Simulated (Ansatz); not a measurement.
Co (Fm-3m, No. 225): the geometry given to an electronic-structure calculation, possibly off equilibrium; the starting structure was generated, so it need not be a known form of this composition.

```cif
data_structure
_symmetry_space_group_name_H-M 'Fm-3m'
_symmetry_Int_Tables_number 225
_cell_length_a 3.5201
_cell_length_b 3.5201
_cell_length_c 3.5201
_cell_angle_alpha 90.000
_cell_angle_beta 90.000
_cell_angle_gamma 90.000
_cell_volume 43.62
loop_
_atom_site_label
_atom_site_type_symbol
_atom_site_symmetry_multiplicity
_atom_site_Wyckoff_symbol
_atom_site_fract_x
_atom_site_fract_y
_atom_site_fract_z
_atom_site_occupancy
Co1 Co 4 a 0.00000 0.00000 0.00000 1
```

Q: What will a dark-field STEM-like image along [001] show? Simulated incoherent Z contrast: every atom adds Z^1.6 spread by a probe of 1.07 Å full width; channelling and multiple scattering are left out. The display is stretched by a gamma of 0.8; percentages refer to the linear signal.

A: The columns repeat on a square net with a repeat of 1.76 Å (plane group p4mm). All columns are alike (Co). The shortest distance between visible columns is 1.76 Å in projection. Along the beam the structure repeats every 3.52 Å.

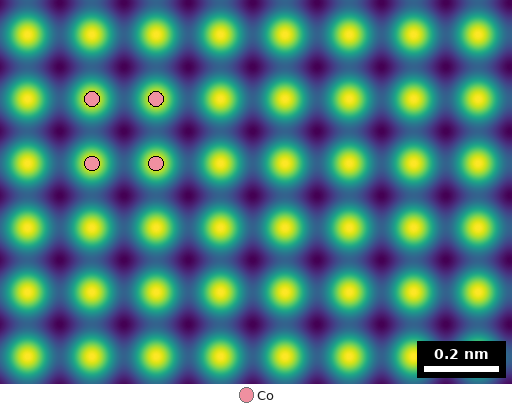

The simulated image, with the columns of the model marked in one corner.
